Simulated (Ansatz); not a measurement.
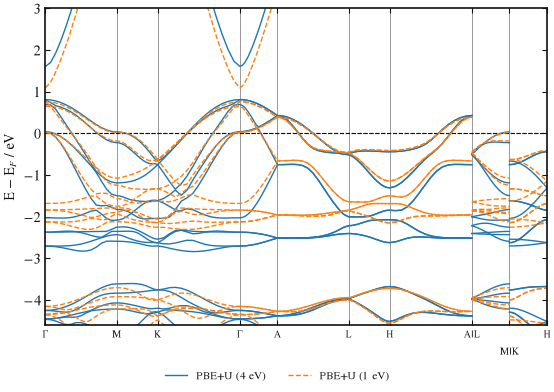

Band structures of wurtzite CuO, space group P6_3mc (No. 186), 4 atoms in the cell (a = 3.288 Å, c = 5.385 Å (hexagonal axes)), by two methods on the same cell. Each is counted from its own Fermi level.

What changes from one method to the other?

Both give a metal. Levels within 1 eV of the Fermi level differ by 0.05 eV on average and by 0.17 eV at most (between M and K). Filled levels 1 to 5 eV under it lie 0.22 eV deeper on average in PBE+U (4 eV) than in PBE+U (1 eV).

Settings. PBE+U (4 eV): Cu d U = 4 eV, Ansatz PAW, no spin polarisation, no spin-orbit coupling, 9×9×5 k mesh, 420 eV cutoff, Fermi-Dirac smearing of 0.05 eV (Ansatz 0.2.0). PBE+U (1 eV): Cu d U = 1 eV, Ansatz PAW, no spin polarisation, no spin-orbit coupling, 9×9×5 k mesh, 420 eV cutoff, Fermi-Dirac smearing of 0.05 eV (Ansatz).

The cell is at −9 GPa in PBE+U (1 eV) and −7 GPa in PBE+U (4 eV). The run has no spin polarisation, though such a crystal can be magnetic. The usual form of CuO is monoclinic. The cell was built from a pattern and not relaxed, so its bond lengths can be off.
